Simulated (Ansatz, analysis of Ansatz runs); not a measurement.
# Substitutional B in diamond: charge-transition level, PBE

Aim: the charge-transition level of substitutional B in diamond, to be set beside the measurement. Set-up: PBE, 64-site cell, measured lattice, 420 eV, k: the single point 1/4 1/4 1/4 then 2x2x2 shifted 0.5 0.5 0.5. The model is a cell of 64 host atoms with 1 C taken out and 1 B put in. The level is the Fermi energy at which two charge states have equal formation energy, after a correction for the images of the charge. The measured lattice removes the functional's error in the volume.

Measured beforehand: (0/-1) level above the valence-band top: 0.368 eV, by acceptor ionization energy (cited; method not stated) (quoted in “Phosphorescence and donor-acceptor pair recombination in laboratory-grown diamonds”, 2023, Jiahui Zhao et al., quoting earlier work (1993)).

Main program and level: Ansatz 0.2.0; plane-wave PAW DFT, PBE; relaxation of all atoms of a defect supercell.

## 1. Starting point

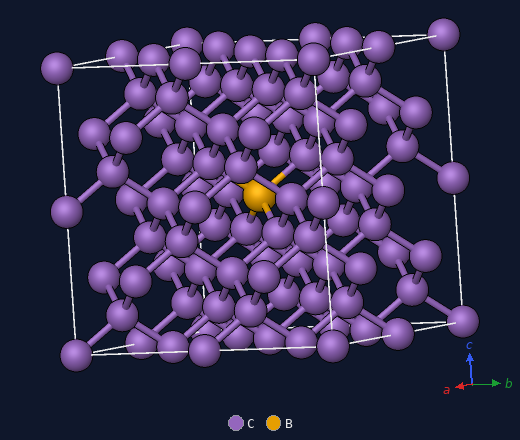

Start, viewed slightly off an axis; carbon purple, boron orange. Bonds to atoms that aren't drawn are left out. Some periodic images of atoms are drawn too.

The cell holds 64 atoms: 63 C and 1 B. Its edges and angles: a = 7.133 Å, b = 7.133 Å, c = 7.133 Å, α = 90.0°, β = 90.0°, γ = 90.0°. It derives from C (space group Fd-3m). Nearest the centre at fractional (0.375, 0.375, 0.375): B8 at 0.00 Å, C27 at 1.54 Å, C49 at 1.54 Å, C42 at 1.54 Å, C4 at 1.54 Å, C15 at 2.52 Å, C7 at 2.52 Å, C5 at 2.52 Å.

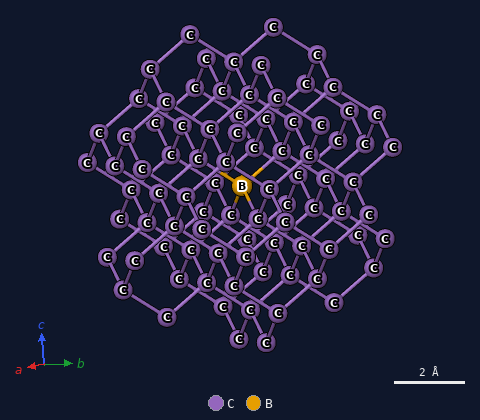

The atoms within 5 Å of the centre.

The host's primitive cell comes from a first run (plane-wave PAW DFT, PBE; relaxation of the host's atoms at the measured cell): vectors of 2.522, 2.522 and 2.522 Å. That is 5.67 Å³ an atom. The supercell is built on it.

## 2. Relaxation, charge 0

Every later number rests on the structure around the defect, so the atoms are relaxed at the host's lattice first.

Contents of relax0/input.yaml:

```yaml
relax:
  f_tol: 0.02
  max_steps: 80
  random_displacement: { amplitude: 0.05, seed: 682 }
crystal:
  lattice:
    - [7.13348, 0.0, 0.0]
    - [0.0, 7.13348, 0.0]
    - [0.0, 0.0, 7.13348]
  atoms:
    - { symbol: C, position: [0.0, 0.0, 0.25] }
    - { symbol: C, position: [0.0, 0.25, 0.0] }
    - { symbol: C, position: [0.25, 0.0, 0.0] }
    - { symbol: C, position: [0.25, 0.25, 0.25] }
    - { symbol: C, position: [0.125, 0.125, 0.375] }
    - { symbol: C, position: [0.125, 0.375, 0.125] }
    - { symbol: C, position: [0.375, 0.125, 0.125] }
    - { symbol: B, position: [0.375, 0.375, 0.375] }
    - { symbol: C, position: [0.0, 0.0, 0.75] }
    - { symbol: C, position: [0.0, 0.25, 0.5] }
    - { symbol: C, position: [0.25, 0.0, 0.5] }
    - { symbol: C, position: [0.25, 0.25, 0.75] }
    - { symbol: C, position: [0.125, 0.125, 0.875] }
    - { symbol: C, position: [0.125, 0.375, 0.625] }
    - { symbol: C, position: [0.375, 0.125, 0.625] }
    - { symbol: C, position: [0.375, 0.375, 0.875] }
    - { symbol: C, position: [0.0, 0.5, 0.25] }
    - { symbol: C, position: [0.0, 0.75, 0.0] }
    - { symbol: C, position: [0.25, 0.5, 0.0] }
    - { symbol: C, position: [0.25, 0.75, 0.25] }
    - { symbol: C, position: [0.125, 0.625, 0.375] }
    - { symbol: C, position: [0.125, 0.875, 0.125] }
    - { symbol: C, position: [0.375, 0.625, 0.125] }
    - { symbol: C, position: [0.375, 0.875, 0.375] }
    - { symbol: C, position: [0.0, 0.5, 0.75] }
    - { symbol: C, position: [0.0, 0.75, 0.5] }
    - { symbol: C, position: [0.25, 0.5, 0.5] }
    - { symbol: C, position: [0.25, 0.75, 0.75] }
    - { symbol: C, position: [0.125, 0.625, 0.875] }
    - { symbol: C, position: [0.125, 0.875, 0.625] }
    - { symbol: C, position: [0.375, 0.625, 0.625] }
    - { symbol: C, position: [0.375, 0.875, 0.875] }
    - { symbol: C, position: [0.5, 0.0, 0.25] }
    - { symbol: C, position: [0.5, 0.25, 0.0] }
    - { symbol: C, position: [0.75, 0.0, 0.0] }
    - { symbol: C, position: [0.75, 0.25, 0.25] }
    - { symbol: C, position: [0.625, 0.125, 0.375] }
    - { symbol: C, position: [0.625, 0.375, 0.125] }
    - { symbol: C, position: [0.875, 0.125, 0.125] }
    - { symbol: C, position: [0.875, 0.375, 0.375] }
    - { symbol: C, position: [0.5, 0.0, 0.75] }
    - { symbol: C, position: [0.5, 0.25, 0.5] }
    - { symbol: C, position: [0.75, 0.0, 0.5] }
    - { symbol: C, position: [0.75, 0.25, 0.75] }
    - { symbol: C, position: [0.625, 0.125, 0.875] }
    - { symbol: C, position: [0.625, 0.375, 0.625] }
    - { symbol: C, position: [0.875, 0.125, 0.625] }
    - { symbol: C, position: [0.875, 0.375, 0.875] }
    - { symbol: C, position: [0.5, 0.5, 0.25] }
    - { symbol: C, position: [0.5, 0.75, 0.0] }
    - { symbol: C, position: [0.75, 0.5, 0.0] }
    - { symbol: C, position: [0.75, 0.75, 0.25] }
    - { symbol: C, position: [0.625, 0.625, 0.375] }
    - { symbol: C, position: [0.625, 0.875, 0.125] }
    - { symbol: C, position: [0.875, 0.625, 0.125] }
    - { symbol: C, position: [0.875, 0.875, 0.375] }
    - { symbol: C, position: [0.5, 0.5, 0.75] }
    - { symbol: C, position: [0.5, 0.75, 0.5] }
    - { symbol: C, position: [0.75, 0.5, 0.5] }
    - { symbol: C, position: [0.75, 0.75, 0.75] }
    - { symbol: C, position: [0.625, 0.625, 0.875] }
    - { symbol: C, position: [0.625, 0.875, 0.625] }
    - { symbol: C, position: [0.875, 0.625, 0.625] }
    - { symbol: C, position: [0.875, 0.875, 0.875] }
  host:
    repeats: [2, 2, 2]
    atoms:
      - { symbol: C, position: [0.0, 0.0, 0.5] }
      - { symbol: C, position: [0.0, 0.5, 0.0] }
      # ... 6 more atoms of the perfect host
basis:
  ecutwfc: 420
  xc_grid: 2
hamiltonian:
  xc: pbe
kpoints:
  mp_grid: { grid: [1, 1, 1], shift: [0.25, 0.25, 0.25] }
magnetization:
  spin_polarized: true
  initial_magnetization: 1
  spin_locking: { lock_magnetization: hard }
scf:
  occupations: { method: fermi_dirac, width: 0.01 }
  max_iter: 120
output:
  forces: true
  charged_corrections:
    epsilon: 5.84
    static_epsilon: 5.84
    defect_position: [0.375, 0.375, 0.375]
checkpoint:
  write: "../relax0.run"
  compress: false
  write_wavefunctions: true
  write_every: 100000
```

On the command line:

```sh
$ ansatz run input.yaml --threads 2 --pin off --max-ram 3768MiB --backend cpu --events-out ev --progress --plain --runs-dir out
```

Numbers of over 12 decimals in the logs are rounded to 6 here.

What it wrote:

```text
[... repeated set-up lines and file paths are left out, and long positions are rounded to six places ...]
Engine: ansatz 0.2.0, aarch64-unknown-linux-gnu
Pseudopotentials: kind: paw
Pseudopotential: C, paw, valence charge 4, recommended cutoff 420 eV (normal), C.paw.azcp
Pseudopotential: B, paw, valence charge 3, recommended cutoff 420 eV (normal), B.paw.azcp
Functional definition: PBE
  parameter kappa = 0.804
  parameter beta = 0.066725
  exchange = pbe_x(kappa = kappa, mu = beta*pi^2/3)
  correlation = pbe_c(beta = beta)
Crystal: 64 atoms, lattice volume = 362.998 Å³
Basis set: ecut = 420 eV, 7123 PW (Γ), exchange–correlation on 96×96×96 points (8 copies of the dense FFT grid, shifted against one another)
Bands: 192, of which v1, the nominal top of the filled ones, is band 128 counted from 1 (127 counted from 0)
Symmetry: 1 space group operations
k-points: 1
Non-local potential: C, projectors of the file, l = 0: 2, l = 1: 2, l = 2: 1
Non-local potential: B, projectors of the file, l = 0: 2, l = 1: 2, l = 2: 1
PAW form: soft (Blöchl's): semilocal exchange-correlation on the pseudo side does not see the compensation charge
PAW one-centre angular grid: C, 110 points (default); XC on 64 Gauss nodes
PAW one-centre angular grid: B, 110 points (default); XC on 64 Gauss nodes
Initial density: superposition of atomic densities (chi_scale 0.1, normalization cell, long waves kept (reshape's long-wave potential 0.12 eV rms))
Starting moments: Σ|m| = 1 μB on 64 of 64 sites
Initial wavefunctions: pseudopotential atomic-orbital guess
Functional: x = pbe(κ = 0.804, μ = 0.219515), c = pbe(β = 0.066725)
SCF iter   1: F=—  HF=-15969.816434 eV  |F-HF|=—  |Δ(HF+E_count)|=         —  Δρ=7.18e-2 (↑7.18e-2 ↓7.07e-2)  dr2=5.79e1  dr2_m=1.41e-2  M=1.000 μB ∫|m|=1.001 μB  β_m=0.30  ethr=3.10e-3  ⟨swp⟩=5.0  Hψ=1542  notcnv=0  defer=90
preconditioner: auto → Resta (q_TF=auto, 2.572 Å⁻¹)  ε∞=4.4  [insulator: Δε(μ)=0.101 eV  Ē_g=16.960 eV  σ=0.010 eV  W_gap=0.99  n_scr=92 (ndim 8)  ℏωp=31.1 eV  f_vac=0.000  D(μ)=1.27/eV (n_scr^D=0)  ε∞_Penn≈4.4]
spin=Collinear: Resta preconditioning applied to the charge; magnetization (m = ρ↑ − ρ↓) channel mixes plain (no charge-response kernel on spin).
SCF iter   2: F=—  HF=-15960.944517 eV  |F-HF|=—  |Δ(HF+E_count)|=    8.87e0  Δρ=5.22e-2 (↑5.22e-2 ↓5.13e-2)  dr2=3.02e1  dr2_m=6.39e-3  M=1.000 μB ∫|m|=1.004 μB  β_m=0.65  ethr=3.10e-3  ⟨swp⟩=3.0  Hψ=716  notcnv=0  defer=110
SCF iter   3: F=—  HF=-15951.352804 eV  |F-HF|=—  |Δ(HF+E_count)|=    9.59e0  Δρ=6.19e-3 (↑4.45e-3 ↓6.19e-3)  dr2=2.71e-1  dr2_m=1.57e-2  M=1.000 μB ∫|m|=1.037 μB  β_m=0.76  ethr=3.10e-3  ⟨swp⟩=3.0  Hψ=564  notcnv=0  defer=110
SCF iter   4: F=—  HF=-15951.469426 eV  |F-HF|=—  |Δ(HF+E_count)|=   1.17e-1  Δρ=1.76e-3 (↑1.63e-3 ↓1.76e-3)  dr2=2.68e-2  dr2_m=3.03e-4  M=1.000 μB ∫|m|=1.044 μB  β_m=0.77  ethr=1.06e-4  ⟨swp⟩=2.5  Hψ=663  notcnv=0  defer=110
SCF iter   5: F=—  HF=-15951.483016 eV  |F-HF|=—  |Δ(HF+E_count)|=   1.36e-2  Δρ=6.27e-4 (↑5.69e-4 ↓6.27e-4)  dr2=2.45e-3  dr2_m=6.87e-5  M=1.000 μB ∫|m|=1.047 μB  β_m=0.83  ethr=1.05e-5  ⟨swp⟩=3.0  Hψ=501  notcnv=0  defer=110
SCF iter   6: F=—  HF=-15951.486960 eV  |F-HF|=—  |Δ(HF+E_count)|=   3.94e-3  Δρ=1.00e-4 (↑9.49e-5 ↓1.00e-4)  dr2=8.39e-5  dr2_m=1.90e-6  M=1.000 μB ∫|m|=1.048 μB  β_m=0.86  ethr=9.63e-7  ⟨swp⟩=2.0  Hψ=548  notcnv=0  defer=110
SCF iter   7: F=—  HF=-15951.487070 eV  |F-HF|=—  |Δ(HF+E_count)|=   1.11e-4  Δρ=2.44e-5 (↑2.16e-5 ↓2.44e-5)  dr2=4.19e-6  dr2_m=1.15e-7  M=1.000 μB ∫|m|=1.049 μB  β_m=0.86  ethr=3.92e-9  ⟨swp⟩=4.0  Hψ=1015  notcnv=0
SCF iter   8: F=-15951.487075 eV  HF=-15951.487075 eV  |F-HF|=6.38e-8  |Δ(HF+E_count)|=   4.34e-6  Δρ=5.04e-6 (↑5.04e-6 ↓4.81e-6)  dr2=1.88e-7  dr2_m=8.50e-9  M=1.000 μB ∫|m|=1.049 μB  ethr=1.64e-9  ⟨swp⟩=3.0  Hψ=849  notcnv=0
SCF 1 converged in 8 iterations: F = -15951.487075 eV  dr2 = 1.88e-7
  greatest PAW one-centre occupation: 0.659 electrons in one spin orbital (limit 2), on the C atom at site 48 (counted from 0), in its partial waves of l = 0
relax step   1: F+E_penalty+E_count = -15951.48707462 eV  Δ(F+E_penalty+E_count) = +0.000e0 eV  max|allowed force component| = 3.333e0 eV/Å  Δτ_max = 0.0000 Å  (8 SCF iters, dr2 threshold 1.00e-5 eV, accepted)
[... the SCF cycles and remarks between the steps are left out from here to the last step ...]
relax step   2: F+E_penalty+E_count = -15954.58614857 eV  Δ(F+E_penalty+E_count) = -3.099e0 eV  max|allowed force component| = 1.864e0 eV/Å  Δτ_max = 0.0632 Å  (6 SCF iters, dr2 threshold 1.00e-4 eV, accepted)
relax step   3: F+E_penalty+E_count = -15954.82380788 eV  Δ(F+E_penalty+E_count) = -2.377e-1 eV  max|allowed force component| = 4.476e0 eV/Å  Δτ_max = 0.2000 Å  (6 SCF iters, dr2 threshold 1.00e-4 eV, accepted)
relax step   4: F+E_penalty+E_count = -15955.36461431 eV  Δ(F+E_penalty+E_count) = -5.408e-1 eV  max|allowed force component| = 3.309e-1 eV/Å  Δτ_max = 0.1857 Å  (6 SCF iters, dr2 threshold 1.00e-4 eV, accepted)
relax step   5: F+E_penalty+E_count = -15955.37874241 eV  Δ(F+E_penalty+E_count) = -1.413e-2 eV  max|allowed force component| = 6.409e-2 eV/Å  Δτ_max = 0.0124 Å  (5 SCF iters, dr2 threshold 6.84e-6 eV, accepted)
relax step   6: F+E_penalty+E_count = -15955.37944002 eV  Δ(F+E_penalty+E_count) = -6.976e-4 eV  max|allowed force component| = 1.673e-2 eV/Å  Δτ_max = 0.0018 Å  (6 SCF iters, accepted)
relax step   7: F+E_penalty+E_count = -15955.37947919 eV  Δ(F+E_penalty+E_count) = -3.917e-5 eV  max|allowed force component| = 8.196e-3 eV/Å  Δτ_max = 0.0005 Å  (5 SCF iters, accepted)
relax step   8: F+E_penalty+E_count = -15955.37949601 eV  Δ(F+E_penalty+E_count) = -1.682e-5 eV  max|allowed force component| = 8.288e-3 eV/Å  Δτ_max = 0.0003 Å  (5 SCF iters, accepted)
relax step   9: F+E_penalty+E_count = -15955.37951791 eV  Δ(F+E_penalty+E_count) = -2.191e-5 eV  max|allowed force component| = 3.847e-3 eV/Å  Δτ_max = 0.0006 Å  (6 SCF iters, accepted)
SCF iter   1: F=—  HF=-15955.378944 eV  |F-HF|=—  |Δ(HF+E_count)|=         —  Δρ=5.80e-5 (↑1.73e-5 ↓5.80e-5)  dr2=1.48e-5  dr2_m=1.95e-6  M=1.000 μB ∫|m|=1.054 μB  β_m=0.30  ethr=6.72e-8  ⟨swp⟩=5.0  Hψ=852  notcnv=0  defer=116
SCF iter   2: F=—  HF=-15955.379523 eV  |F-HF|=—  |Δ(HF+E_count)|=   5.79e-4  Δρ=3.90e-5 (↑1.21e-5 ↓3.90e-5)  dr2=5.77e-6  dr2_m=9.19e-7  M=1.000 μB ∫|m|=1.054 μB  β_m=0.57  ethr=5.82e-9  ⟨swp⟩=1.0  Hψ=442  notcnv=0  defer=116
SCF iter   3: F=—  HF=-15955.379522 eV  |F-HF|=—  |Δ(HF+E_count)|=   1.03e-6  Δρ=6.20e-6 (↑2.24e-6 ↓6.20e-6)  dr2=1.04e-7  dr2_m=2.99e-8  M=1.000 μB ∫|m|=1.054 μB  β_m=0.65  ethr=2.26e-9  ⟨swp⟩=2.0  Hψ=446  notcnv=0  defer=116
iter 4 did not close the SCF: its close was put off for a magnetic moment that had not settled (scf_convergence_deferred on its scf_iter line)
SCF iter   4: F=-15955.379522 eV  HF=-15955.379522 eV  |F-HF|=8.62e-10  |Δ(HF+E_count)|=   6.73e-9  Δρ=8.82e-7 (↑7.76e-7 ↓8.82e-7)  dr2=2.84e-9  dr2_m=1.05e-9  M=1.000 μB ∫|m|=1.054 μB  β_m=0.77  ethr=3.92e-11  ⟨swp⟩=3.5  Hψ=910  notcnv=0
SCF iter   5: F=-15955.379522 eV  HF=-15955.379522 eV  |F-HF|=3.09e-11  |Δ(HF+E_count)|=   1.68e-9  Δρ=2.54e-7 (↑1.61e-7 ↓2.54e-7)  dr2=2.32e-10  dr2_m=8.16e-11  M=1.000 μB ∫|m|=1.054 μB  ethr=1.11e-12  ⟨swp⟩=1.0  Hψ=903  notcnv=0
SCF 10 converged in 5 iterations: F = -15955.379522 eV  dr2 = 2.32e-10
relax step  10: F+E_penalty+E_count = -15955.37952188 eV  Δ(F+E_penalty+E_count) = -3.968e-6 eV  max|allowed force component| = 1.196e-3 eV/Å  Δτ_max = 0.0003 Å  (5 SCF iters, accepted)
NSCF: frozen V_eff on 1 k-points
the band table was solved once a step of the walk had ended and its energy, with any forces and stress, was formed, with the checks that follow a solve (1832 applications of the Hamiltonian). They found nothing against the state; [...]
SCF converged after 5 iterations
Magnetization: 1.0000 μB (128.0000 up, 127.0000 down)
Absolute magnetization: 1.0530 μB (∫|ρ↑−ρ↓|, with the PAW one-centre terms)
Spin contamination: 0.0003 ħ² per cell (⟨S²⟩ above its minimum at these occupations)
Per-site moments (μB) at R_I (Å): [(0.00516611, 0.632557), (0.00491532, 0.634264), (0.00516651, 0.632565), [... 61 left out ...]
Free energy (F): -15955.379522 eV
Harris-Foulkes:  -15955.379522 eV  (|F-HF|=3.09e-11)
Internal energy: -15955.379522 eV  (E = F + TS)
E sigma→0 (E₀):  -15955.379522 eV
Entropy (-TS):   -0.000000 eV (-0.000 meV/atom)
Fermi energy:    12.962937 (↑ 15.560328, ↓ 12.891667) eV
--- Per-component energies (eV) ---
  E_band       = 1105.309107
  E_kinetic    = 5867.876905
  E_local      = -3895.266567  (includes V_loc(G=0)·N_el)
  E_nonlocal   = 1693.832756
  E_hartree    = 856.268251
  E_xc         = -3103.425126
  E_vxc        = -3851.108127  (∫ρ·V_xc dr)
  E_paw        = -6329.786700  (= ΣΔE_a)
  E_vpaw       = -422.562912  (= ΣTr[D̂ρ^β])
  E_aug_tail   = 0.000543  (compensation charges beyond the density's cutoff)
  E_ewald      = -11044.879583
  E_smearing   = -0.000000  (= −TS)
  E_closure    = -0.000000  (closes the sum)
  Σ components = -15955.379522   (vs F -15955.379522, Δ=0.00e0)
--- Forces (eV/Å), atoms counted from 1 ---
  atom   1  C      0.00026906     0.00006561    -0.00047495
  atom   2  C      0.00024783     0.00036481     0.00004542
  [... 1 atom left out ...]
  atom   4  C     -0.00073396    -0.00007365     0.00118205
  atom   5  C      0.00114215     0.00001736     0.00015542
  [... 1 atom left out ...]
  atom   7  C      0.00023833    -0.00072876     0.00043332
  atom   8  B     -0.00067316     0.00001819    -0.00040152
  [... 6 atoms left out ...]
  atom  15  C     -0.00069499     0.00088128    -0.00083434
  [... 5 atoms left out ...]
  atom  21  C      0.00016708    -0.00029921    -0.00002534
  [... 5 atoms left out ...]
  atom  27  C     -0.00038569    -0.00104900     0.00098568
  [... 3 atoms left out ...]
  atom  31  C      0.00008589    -0.00052681     0.00053216
  [... 10 atoms left out ...]
  atom  42  C     -0.00008272    -0.00028308     0.00045972
  [... 6 atoms left out ...]
  atom  49  C      0.00085635    -0.00015045     0.00001573
  [... 15 atoms left out ...]
  max |Σ_I F_I| component: 3.92e-6 eV/Å
--- Band table (eV) ---
  k-point 0 ↑: bands = ["-7.7803", "-6.6943", "-6.6835", "-6.5057", [... 184 left out ...] "23.2576", "23.3071", "23.3599", "23.5751"]
  k-point 0 ↓: bands = ["-7.7589", "-6.6701", "-6.6618", "-6.4849", [... 184 left out ...] "23.3087", "23.3299", "23.3886", "23.6162"]
--- Relaxed structure (10 steps of the walk, 10 accepted, 0 SCFs on fresh bases) ---
  F+E_penalty+E_count = -15955.37952188 eV   max|allowed force component| = 1.196e-3 eV/Å
  atoms:
    - { symbol: C, position: [-7.453946857440981e-5, -0.001272, 0.249678] }
    - { symbol: C, position: [-0.000186, 0.249639, -0.001300] }
    [... 1 atom left out ...]
    - { symbol: C, position: [0.247559, 0.246050, 0.246438] }
    - { symbol: C, position: [0.124409, 0.124337, 0.372809] }
    [... 1 atom left out ...]
    - { symbol: C, position: [0.373926, 0.124339, 0.123295] }
    - { symbol: B, position: [0.372980, 0.376530, 0.371864] }
    [... 6 atoms left out ...]
    - { symbol: C, position: [0.375164, 0.125162, 0.623847] }
    [... 5 atoms left out ...]
    - { symbol: C, position: [0.124387, 0.625308, 0.374360] }
    [... 5 atoms left out ...]
    - { symbol: C, position: [0.247710, 0.501541, 0.504057] }
    [... 3 atoms left out ...]
    - { symbol: C, position: [0.374026, 0.625394, 0.624670] }
    [... 10 atoms left out ...]
    - { symbol: C, position: [0.505342, 0.245321, 0.504225] }
    [... 6 atoms left out ...]
    - { symbol: C, position: [0.505171, 0.501537, 0.246594] }
    [... 15 atoms left out ...]
```

The job ended after 1.9 min (2 threads of Arm Neoverse V1, shared host; peak memory 1 GiB).

Relaxation path:

| step | energy less that of the first step (eV) | largest force component (eV/Å) |
| --- | --- | --- |
| 1 | 0.0000 | 3.3334 |
| 2 | -3.0991 | 1.8636 |
| 3 | -3.3367 | 4.4758 |
| 4 | -3.8775 | 0.3309 |
| 5 | -3.8917 | 0.0641 |
| 6 | -3.8924 | 0.0167 |
| 7 | -3.8924 | 0.0082 |
| 8 | -3.8924 | 0.0083 |
| 9 | -3.8924 | 0.0038 |
| 10 | -3.8924 | 0.0012 |

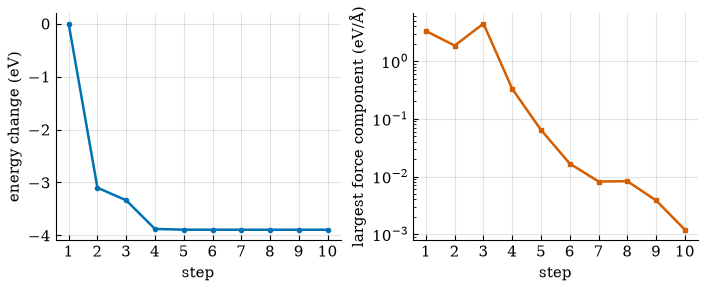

Energy and largest force along the relaxation.

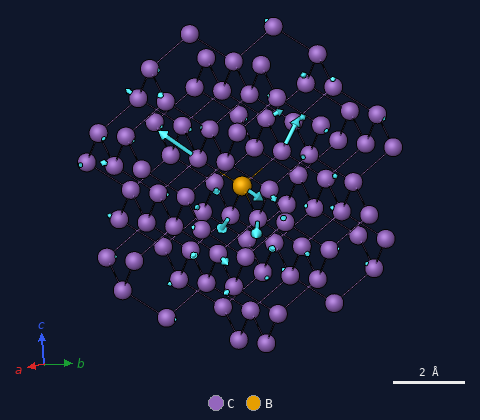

Displacements in the relaxation from the typed sites near the centre, exaggerated, the mean shift taken out; the longest in the cell stands for 0.06 Å.

The atoms that moved most (Å, from the sites as typed, ahead of the random displacement, the mean shift of all atoms taken out):

| atom | dx | dy | dz | length |
| --- | --- | --- | --- | --- |
| C42 | 0.036 | -0.030 | 0.036 | 0.059 |
| C27 | -0.018 | 0.014 | 0.035 | 0.042 |
| C49 | 0.035 | 0.014 | -0.018 | 0.042 |
| C4 | -0.019 | -0.025 | -0.020 | 0.037 |
| B8 | -0.016 | 0.014 | -0.016 | 0.027 |
| C14 | -0.010 | 0.012 | 0.006 | 0.016 |
| C38 | 0.006 | 0.012 | -0.010 | 0.016 |
| C5 | -0.006 | -0.002 | -0.010 | 0.012 |

Neighbours of B8 at the end:

| atom | distance (Å) |
| --- | --- |
| C4 | 1.571 |
| C49 | 1.576 |
| C27 | 1.576 |
| C42 | 1.631 |
| C6 | 2.507 |
| C23 | 2.509 |
| C21 | 2.509 |
| C7 | 2.526 |
| C5 | 2.526 |
| C53 | 2.531 |
| C31 | 2.531 |
| C38 | 2.533 |
| C14 | 2.533 |
| C37 | 2.539 |
| C15 | 2.539 |
| C46 | 2.546 |

Read from the output:

| Quantity | Value |
| --- | --- |
| free energy | -15955.3795 eV |
| total moment | 1 μB |
| integral of the absolute spin density | 1.053 μB |
| spin contamination | 3.24e-4 |

The relaxation ends 61 meV an atom lower than the displaced start, with a largest force component of 0.0012 eV/Å.

(Continued in part 2 of 2.)

[Logs are printed without paths, hosts, clocks, repeated set-up lines and the standing remarks that a program may print on its own settings, such as how far it seeks lower states.]

[Hosts, paths, dates, database ids (printed as entryN), source tags and the programs' standing remarks are cut or masked in the printed files.]

[For some hosts the program warned that the k-mesh of the response run may be too coarse for force constants and the static dielectric constant; such warnings are not shown here.]
